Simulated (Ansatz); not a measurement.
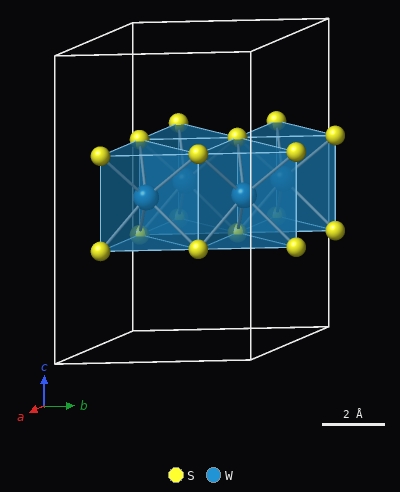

Figure 1. The starting structure (polyhedral view of the 2 × 2 repeat of the cell, with the vacuum cut short, seen slightly off an axis; polyhedra are completed across the faces of the cell). An atom can appear more than once, as a periodic image.

# Run report: WS2, geometry relaxation (part 1 of 2)

System: WS2 (slab, 3 atoms in the cell).
Method: DFT PBE+D3(BJ), scalar-relativistic, plane waves, PAW, no spin polarisation (Ansatz 0.2.0).

The structure derives from a Materials Project entry. It belongs to a series of runs on one base structure; here: sheet relaxed with its cell in the plane.

## Log
```
Engine: ansatz 0.2.0, aarch64-unknown-linux-gnu
Pseudopotentials: kind: paw
Pseudopotential: S, paw, valence charge 6, recommended cutoff 420 eV (normal), S.paw.azcp
Pseudopotential: W, paw, valence charge 14, recommended cutoff 420 eV (normal), W.paw.azcp
Functional definition: PBE
  parameter kappa = 0.804
  parameter beta = 0.06672455060314922
  exchange = pbe_x(kappa = kappa, mu = beta*pi^2/3)
  correlation = pbe_c(beta = beta)
Crystal: 3 atoms, lattice volume = 176.613 Å³
Basis set: ecut = 420 eV, 3463 PW (Γ), exchange–correlation on 48×48×270 points (8 copies of the dense FFT grid, shifted against one another)
Bands: 17, of which v1, the nominal top of the filled ones, is band 13 counted from 1 (12 counted from 0)
Symmetry: 6 space group operations
Space group: P3m1 (ITA 156), of the structure as read, at distance tolerance 5.6e-5 Å
k-points: 19 of 144 (time reversal used)
Non-local potential: S, projectors of the file, l = 0: 2, l = 1: 2, l = 2: 2
Non-local potential: W, projectors of the file, l = 0: 3, l = 1: 2, l = 2: 2, l = 3: 1
PAW form: soft (Blöchl's): semilocal exchange-correlation on the pseudo side does not see the compensation charge
PAW one-centre angular grid: S, 110 points (default); XC on 64 Gauss nodes
PAW one-centre angular grid: W, 590 points (default); XC on 64 Gauss nodes
Initial density: superposition of atomic densities (neutral atoms: chi_scale 0, normalization atom), corrected by the library's trained network
Initial wavefunctions: pseudopotential atomic-orbital guess
Functional: x = pbe(κ = 0.804, μ = 0.2195149727645171), c = pbe(β = 0.06672455060314922)
SCF iter   1: F=—  HF=-12192.348734 eV  |F-HF|=—  |Δ(HF+E_count)|=         —  Δρ=3.15e-3  dr2=2.23e-2  ethr=1.77e-3  p=0.000 e·Å  D=4.35e-4 V/Å  ΔV_dip=-0.01 eV  dr2_dipole=7.08e-6  V_vac-E_F(+/−)=5.13/5.14 eV  ⟨swp⟩=9.6  Hψ=2312  notcnv=0
efield: sawtooth ramp at fractional position 0.9800 (placed from the atoms, in the widest stretch of the axis that holds none; the zero of the levels goes with the place), width 0.0400; the density the first Hamiltonian is built on has a dipole p = 0.000 e·Å; the dipole correction subtracts the counter field D = 4.35e-4 V/Å, which shifts the + side's vacuum level by -0.01 eV against the − side's; the planar-averaged density in the ramp window peaks in size at 2.9e-5 e/Å³
preconditioner: auto → none  [insulator: Δε(μ)=1.771 eV  Ē_g=8.700 eV  σ=0.050 eV  W_gap=1.00  n_scr=12 (ndim 8)  ℏωp=11.9 eV  f_vac=0.665  D(μ)=0.00/eV (n_scr^D=0)  ε∞_Penn≈2.9]
SCF iter   2: F=—  HF=-12192.361150 eV  |F-HF|=—  |Δ(HF+E_count)|=   1.24e-2  Δρ=3.37e-3  dr2=6.67e-2  ethr=8.56e-5  p=-0.001 e·Å  D=-1.47e-3 V/Å  ΔV_dip=0.03 eV  dr2_dipole=1.07e-4  V_vac-E_F(+/−)=4.71/4.68 eV  ⟨swp⟩=3.8  Hψ=938  notcnv=0
SCF iter   3: F=—  HF=-12192.351942 eV  |F-HF|=—  |Δ(HF+E_count)|=   9.21e-3  Δρ=1.20e-3  dr2=2.08e-3  ethr=8.56e-5  p=0.001 e·Å  D=1.38e-3 V/Å  ΔV_dip=-0.03 eV  dr2_dipole=1.16e-4  V_vac-E_F(+/−)=4.91/4.94 eV  ⟨swp⟩=2.6  Hψ=543  notcnv=0
SCF iter   4: F=—  HF=-12192.356011 eV  |F-HF|=—  |Δ(HF+E_count)|=   4.07e-3  Δρ=1.01e-3  dr2=1.88e-2  ethr=8.00e-6  p=-0.010 e·Å  D=-9.99e-3 V/Å  ΔV_dip=0.20 eV  dr2_dipole=5.02e-3  V_vac-E_F(+/−)=4.95/4.75 eV  ⟨swp⟩=2.8  Hψ=599  notcnv=0
SCF iter   5: F=—  HF=-12192.353833 eV  |F-HF|=—  |Δ(HF+E_count)|=   2.18e-3  Δρ=1.21e-4  dr2=1.87e-5  ethr=8.00e-6  p=-0.000 e·Å  D=-4.13e-4 V/Å  ΔV_dip=0.01 eV  dr2_dipole=2.98e-6  V_vac-E_F(+/−)=4.83/4.83 eV  ⟨swp⟩=2.3  Hψ=451  notcnv=0
SCF iter   6: F=—  HF=-12192.353862 eV  |F-HF|=—  |Δ(HF+E_count)|=   2.92e-5  Δρ=2.03e-5  dr2=5.75e-7  ethr=7.19e-8  p=-0.000 e·Å  D=-2.14e-4 V/Å  ΔV_dip=0.00 eV  dr2_dipole=1.29e-9  V_vac-E_F(+/−)=4.83/4.82 eV  ⟨swp⟩=3.2  Hψ=697  notcnv=0
SCF iter   7: F=-12192.353863 eV  HF=-12192.353862 eV  |F-HF|=8.00e-8  |Δ(HF+E_count)|=   1.10e-7  Δρ=5.73e-6  dr2=3.37e-8  ethr=3.85e-10  p=-0.000 e·Å  D=-1.69e-4 V/Å  ΔV_dip=0.00 eV  dr2_dipole=1.80e-9  V_vac-E_F(+/−)=4.83/4.82 eV  ⟨swp⟩=10.5  Hψ=2025  notcnv=0
SCF 1 converged in 7 iterations: F = -12192.353863 eV  dr2 = 3.37e-8
  greatest PAW one-centre occupation: 1.000 electrons in one spin orbital (limit 2), on the W atom at site 1 (counted from 0), in its partial waves of l = 0
relax step   1: F+E_penalty+E_count = -12192.35386255 eV  Δ(F+E_penalty+E_count) = +0.000e0 eV  max|allowed force component| = 1.397e-1 eV/Å  Δτ_max = 0.0000 Å  P = -0.312 GPa  Ω = 176.613 Å³  fix = [c, alpha, beta]  reactions: c +0.222 GPa  (7 SCF iters, dr2 threshold 1.00e-7 eV, accepted)
Crystal: 3 atoms, lattice volume = 171.692 Å³
Basis set: ecut = 420 eV, 3331 PW (Γ), exchange–correlation on 48×48×270 points (8 copies of the dense FFT grid, shifted against one another)
Initial density: handed on by an earlier stage of this run
Initial wavefunctions: those handed on with the density
iter 1 solved again at ethr=2.17e-5 eV; its pass at ethr=3.10e-3 eV (dr2=5.63e-3 eV) is discarded
SCF iter   1: F=—  HF=-12192.355301 eV  |F-HF|=—  |Δ(HF+E_count)|=         —  Δρ=1.37e-3  dr2=6.46e-3  ethr=2.17e-5  p=-0.000 e·Å  D=-1.69e-4 V/Å  ΔV_dip=0.00 eV  dr2_dipole=5.81e-6  V_vac-E_F(+/−)=4.81/4.80 eV  ⟨swp⟩=2.7  Hψ=2610  notcnv=0
efield: sawtooth ramp at fractional position 0.9800 (handed on by an earlier solve), width 0.0400; the density the first Hamiltonian is built on has a dipole p = -0.000 e·Å; the dipole correction subtracts the counter field D = -1.69e-4 V/Å, which shifts the + side's vacuum level by +0.00 eV against the − side's; the planar-averaged density in the ramp window peaks in size at 1.7e-6 e/Å³
preconditioner: auto → none  [insulator: Δε(μ)=1.941 eV  Ē_g=8.786 eV  σ=0.050 eV  W_gap=1.00  n_scr=12 (ndim 8)  ℏωp=12.0 eV  f_vac=0.661  D(μ)=0.00/eV (n_scr^D=0)  ε∞_Penn≈2.9]
SCF iter   2: F=—  HF=-12192.356004 eV  |F-HF|=—  |Δ(HF+E_count)|=   7.03e-4  Δρ=1.51e-3  dr2=1.41e-2  ethr=2.17e-5  p=0.001 e·Å  D=1.58e-3 V/Å  ΔV_dip=-0.03 eV  dr2_dipole=1.53e-4  V_vac-E_F(+/−)=4.59/4.63 eV  ⟨swp⟩=2.3  Hψ=571  notcnv=0
SCF iter   3: F=—  HF=-12192.353971 eV  |F-HF|=—  |Δ(HF+E_count)|=   2.03e-3  Δρ=5.75e-4  dr2=6.81e-4  ethr=2.17e-5  p=-0.001 e·Å  D=-1.31e-3 V/Å  ΔV_dip=0.03 eV  dr2_dipole=9.03e-5  V_vac-E_F(+/−)=4.72/4.69 eV  ⟨swp⟩=2.1  Hψ=475  notcnv=0
SCF iter   4: F=—  HF=-12192.354218 eV  |F-HF|=—  |Δ(HF+E_count)|=   2.47e-4  Δρ=4.79e-4  dr2=2.88e-3  ethr=2.62e-6  p=0.003 e·Å  D=3.69e-3 V/Å  ΔV_dip=-0.07 eV  dr2_dipole=7.51e-4  V_vac-E_F(+/−)=4.66/4.73 eV  ⟨swp⟩=2.4  Hψ=495  notcnv=0  recentre
SCF iter   5: F=—  HF=-12192.353899 eV  |F-HF|=—  |Δ(HF+E_count)|=   3.19e-4  Δρ=2.53e-4  dr2=8.62e-5  ethr=2.62e-6  p=-0.000 e·Å  D=-4.20e-4 V/Å  ΔV_dip=0.01 eV  dr2_dipole=9.49e-6  V_vac-E_F(+/−)=4.69/4.68 eV  ⟨swp⟩=2.1  Hψ=423  notcnv=0
SCF iter   6: F=—  HF=-12192.353892 eV  |F-HF|=—  |Δ(HF+E_count)|=   7.19e-6  Δρ=4.05e-5  dr2=1.69e-6  ethr=3.31e-7  p=0.000 e·Å  D=5.74e-5 V/Å  ΔV_dip=-0.00 eV  dr2_dipole=7.16e-10  V_vac-E_F(+/−)=4.68/4.68 eV  ⟨swp⟩=2.3  Hψ=500  notcnv=0
SCF iter   7: F=-12192.353892 eV  HF=-12192.353892 eV  |F-HF|=1.45e-7  |Δ(HF+E_count)|=   2.47e-7  Δρ=1.22e-5  dr2=2.17e-7  ethr=1.15e-9  p=0.000 e·Å  D=2.29e-5 V/Å  ΔV_dip=-0.00 eV  dr2_dipole=9.25e-9  V_vac-E_F(+/−)=4.68/4.68 eV  ⟨swp⟩=6.5  Hψ=2059  notcnv=0
SCF 2 converged in 7 iterations: F = -12192.353892 eV  dr2 = 2.17e-7
relax step   2: F+E_penalty+E_count = -12192.35389182 eV  Δ(F+E_penalty+E_count) = -2.927e-5 eV  max|allowed force component| = 2.105e-1 eV/Å  Δτ_max = 0.0313 Å  P = +0.084 GPa  Ω = 171.692 Å³  energy of the carried Pulay correction = +2.651e-4 eV  fix = [c, alpha, beta]  (7 SCF iters, dr2 threshold 3.00e-7 eV, rejected (line search))
Crystal: 3 atoms, lattice volume = 174.205 Å³
Basis set: ecut = 420 eV, 3367 PW (Γ), exchange–correlation on 48×48×270 points (8 copies of the dense FFT grid, shifted against one another)
iter 1 solved again at ethr=6.54e-6 eV; its pass at ethr=3.10e-3 eV (dr2=1.70e-3 eV) is discarded
SCF iter   1: F=—  HF=-12192.360352 eV  |F-HF|=—  |Δ(HF+E_count)|=         —  Δρ=7.99e-4  dr2=1.58e-3  ethr=6.54e-6  p=0.000 e·Å  D=2.29e-5 V/Å  ΔV_dip=-0.00 eV  dr2_dipole=2.73e-7  V_vac-E_F(+/−)=4.67/4.67 eV  ⟨swp⟩=2.5  Hψ=2592  notcnv=0
efield: sawtooth ramp at fractional position 0.9800 (handed on by an earlier solve), width 0.0400; the density the first Hamiltonian is built on has a dipole p = 0.000 e·Å; the dipole correction subtracts the counter field D = 2.29e-5 V/Å, which shifts the + side's vacuum level by -0.00 eV against the − side's; the planar-averaged density in the ramp window peaks in size at 1.6e-6 e/Å³
preconditioner: auto → none  [insulator: Δε(μ)=1.906 eV  Ē_g=8.768 eV  σ=0.050 eV  W_gap=1.00  n_scr=12 (ndim 8)  ℏωp=11.9 eV  f_vac=0.664  D(μ)=0.00/eV (n_scr^D=0)  ε∞_Penn≈2.9]
SCF iter   2: F=—  HF=-12192.360272 eV  |F-HF|=—  |Δ(HF+E_count)|=   8.00e-5  Δρ=6.28e-4  dr2=2.02e-3  ethr=6.06e-6  p=-0.000 e·Å  D=-3.54e-4 V/Å  ΔV_dip=0.01 eV  dr2_dipole=8.36e-6  V_vac-E_F(+/−)=4.77/4.76 eV  ⟨swp⟩=2.0  Hψ=456  notcnv=0
SCF iter   3: F=—  HF=-12192.360070 eV  |F-HF|=—  |Δ(HF+E_count)|=   2.01e-4  Δρ=3.75e-4  dr2=6.84e-4  ethr=6.06e-6  p=0.001 e·Å  D=6.83e-4 V/Å  ΔV_dip=-0.01 eV  dr2_dipole=2.33e-5  V_vac-E_F(+/−)=4.70/4.71 eV  ⟨swp⟩=2.1  Hψ=462  notcnv=0
SCF iter   4: F=—  HF=-12192.360000 eV  |F-HF|=—  |Δ(HF+E_count)|=   6.99e-5  Δρ=2.02e-4  dr2=2.70e-4  ethr=2.63e-6  p=-0.001 e·Å  D=-9.21e-4 V/Å  ΔV_dip=0.02 eV  dr2_dipole=4.43e-5  V_vac-E_F(+/−)=4.73/4.71 eV  ⟨swp⟩=2.0  Hψ=368  notcnv=0
SCF iter   5: F=—  HF=-12192.359969 eV  |F-HF|=—  |Δ(HF+E_count)|=   3.10e-5  Δρ=1.15e-4  dr2=2.49e-5  ethr=1.04e-6  p=0.000 e·Å  D=2.74e-4 V/Å  ΔV_dip=-0.01 eV  dr2_dipole=4.08e-6  V_vac-E_F(+/−)=4.73/4.73 eV  ⟨swp⟩=2.0  Hψ=394  notcnv=0
SCF iter   6: F=—  HF=-12192.360009 eV  |F-HF|=—  |Δ(HF+E_count)|=   3.94e-5  Δρ=5.01e-5  dr2=3.41e-6  ethr=9.56e-8  p=0.000 e·Å  D=8.49e-5 V/Å  ΔV_dip=-0.00 eV  dr2_dipole=4.69e-7  V_vac-E_F(+/−)=4.73/4.73 eV  ⟨swp⟩=2.1  Hψ=443  notcnv=0
SCF iter   7: F=—  HF=-12192.360010 eV  |F-HF|=—  |Δ(HF+E_count)|=   1.52e-6  Δρ=1.03e-5  dr2=1.00e-7  ethr=1.31e-8  p=-0.000 e·Å  D=-2.63e-6 V/Å  ΔV_dip=0.00 eV  dr2_dipole=5.36e-9  V_vac-E_F(+/−)=4.73/4.73 eV  ⟨swp⟩=2.2  Hψ=436  notcnv=0
SCF iter   8: F=—  HF=-12192.359973 eV  |F-HF|=—  |Δ(HF+E_count)|=   3.76e-5  Δρ=2.80e-6  dr2=6.30e-9  ethr=3.85e-10  p=-0.000 e·Å  D=-1.16e-5 V/Å  ΔV_dip=0.00 eV  dr2_dipole=9.41e-15  V_vac-E_F(+/−)=4.73/4.73 eV  ⟨swp⟩=2.4  Hψ=531  notcnv=0
SCF iter   9: F=—  HF=-12192.359973 eV  |F-HF|=—  |Δ(HF+E_count)|=  2.86e-10  Δρ=6.65e-7  dr2=8.91e-10  ethr=2.42e-11  p=-0.000 e·Å  D=-6.22e-6 V/Å  ΔV_dip=0.00 eV  dr2_dipole=6.60e-11  V_vac-E_F(+/−)=4.73/4.73 eV  ⟨swp⟩=2.1  Hψ=583  notcnv=0
SCF iter  10: F=—  HF=-12192.359973 eV  |F-HF|=—  |Δ(HF+E_count)|=  2.58e-10  Δρ=1.49e-7  dr2=3.99e-11  ethr=3.43e-12  p=-0.000 e·Å  D=-8.22e-6 V/Å  ΔV_dip=0.00 eV  dr2_dipole=2.43e-13  V_vac-E_F(+/−)=4.73/4.73 eV  ⟨swp⟩=3.1  Hψ=634  notcnv=0
SCF iter  11: F=-12192.359973 eV  HF=-12192.359973 eV  |F-HF|=1.82e-12  |Δ(HF+E_count)|=  1.82e-12  Δρ=3.72e-8  dr2=3.82e-12  ethr=1.00e-12  p=-0.000 e·Å  D=-7.62e-6 V/Å  ΔV_dip=0.00 eV  dr2_dipole=3.92e-13  V_vac-E_F(+/−)=4.73/4.73 eV  ⟨swp⟩=8.7  Hψ=2000  notcnv=0
SCF 3 converged in 11 iterations: F = -12192.359973 eV  dr2 = 3.82e-12
relax step   3: F+E_penalty+E_count = -12192.35997261 eV  Δ(F+E_penalty+E_count) = -6.110e-3 eV  max|allowed force component| = 6.476e-3 eV/Å  Δτ_max = 0.0127 Å  P = -0.033 GPa  Ω = 174.205 Å³  energy of the carried Pulay correction = +1.288e-4 eV  fix = [c, alpha, beta]  reactions: c +0.006 GPa  (11 SCF iters, accepted)
Crystal: 3 atoms, lattice volume = 173.982 Å³
iter 1 solved again at ethr=7.43e-8 eV; its pass at ethr=3.10e-3 eV (dr2=1.93e-5 eV) is discarded
```
